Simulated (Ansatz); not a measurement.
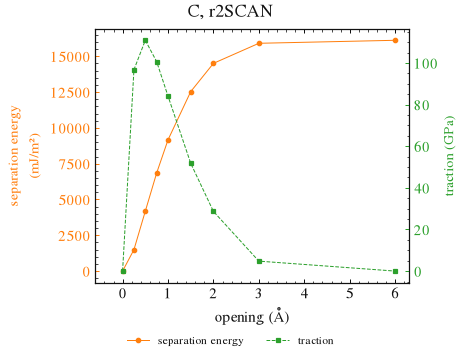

The picture above shows the separation energy and traction against opening for C, space group P6_3/mmc (No. 194).

Starting cell:
```
CELL_PARAMETERS angstrom
-2.50319 0.00000 0.00000
-1.25160 -2.16783 0.00000
0.00000 0.00000 12.50665
ATOMIC_POSITIONS crystal
C 0.33333 0.33333 0.93756
C 0.33333 0.33333 0.27089
C 0.33333 0.33333 0.60423
C 0.66667 0.66667 0.10423
C 0.66667 0.66667 0.43756
C 0.66667 0.66667 0.77089
C 0.33333 0.33333 0.06241
C 0.33333 0.33333 0.39574
C 0.33333 0.33333 0.72907
C 0.66667 0.66667 0.22907
C 0.66667 0.66667 0.56241
C 0.66667 0.66667 0.89574
```

Method: rigid opening of a crystal across a plane by lengthening cell vector c along the normal, one cut a cell, unrelaxed, by plane-wave density functional theory with PAW datasets, free energies less that of the undisturbed cell; scalar-relativistic (Ansatz 0.2.0). Level: r2SCAN, no spin polarisation.

- wave cutoff: 500 eV
- k mesh: 10×10×2
- occupations: Gaussian
- smearing width: 0.05 eV
- k shift: (0, 0, 0) (mesh steps)
- start: relaxed
- height of the cut: 0 (fraction of cell vector c)

The points at opening −0.30 Å and −0.15 Å are left out of the plot. What values does the calculation give there?

```
opening (Å)  separation energy (mJ/m²)  traction (GPa)
      -0.30                     5740.2            -501
      -0.15                     1066.1            -162
```

Caveats: gap closes along the scan on a mesh chosen for the insulator.
